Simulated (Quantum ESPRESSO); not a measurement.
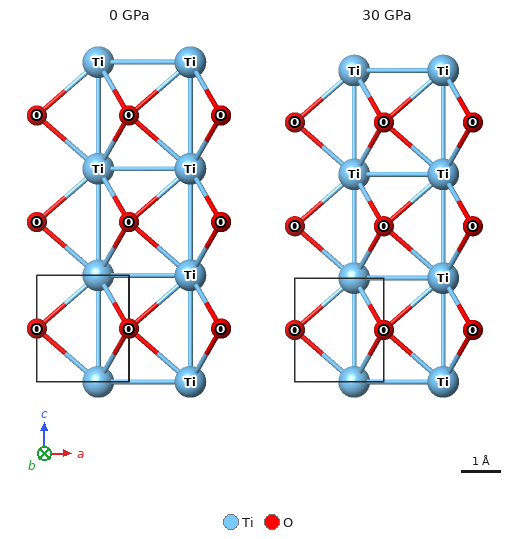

A crystal of TiO (set up in P-6m2), relaxed (cell and atoms) at several target pressures. The picture shows the first and the last member. Style: ball-and-stick. Shown: the cell of the calculation, repeated 2 × 1 × 3 with one cell outlined, along the b axis.

Computed with Quantum ESPRESSO 7.5: PBEsol, GBRV 1.5 PBEsol. (plane-wave cutoff 707.5 eV; k-point mesh 10 × 10 × 8; occupations fermi-dirac; smearing width 0.05 eV; no spin polarisation)

```csv
pressure (GPa),volume (Å³/atom),a (Å),c (Å)
0,9.423,2.790,2.795
2,9.351,2.782,2.789
5,?,?,?
10,9.090,2.754,2.767
20,8.810,2.723,2.743
30,8.569,2.696,2.722
```

Question: Estimate the missing row from the others, and compare with the calculation.

Answer: Murnaghan's form V = V₀(1 + B′P/B₀)^(−1/B′), with V₀ = 9.423 Å³ from the row at zero pressure, fits the other rows with B₀ = 258 GPa and B′ = 4.14 (largest miss 0.001 Å³). At 5 GPa it gives 9.423 × (1 + 4.14 × 5/258)^(−1/4.14) = 9.249 Å³ per atom. The calculation gives 9.248 Å³/atom (a = 2.772 Å, c = 2.781 Å). The estimate is 0.001 Å³/atom too high. From the first member to the last: Ti–Ti 2.790 → 2.696 Å, Ti–Ti 2.795 → 2.722 Å, O–Ti 2.133 → 2.068 Å.

The whole series:

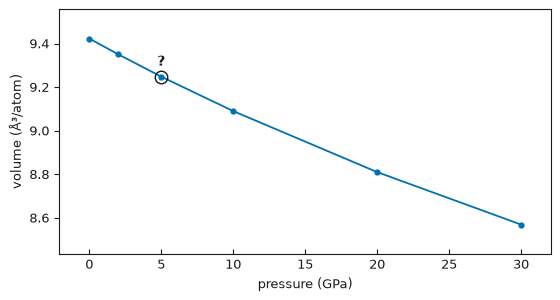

Each member starts from this one structure; whether another phase lies lower wasn't checked.
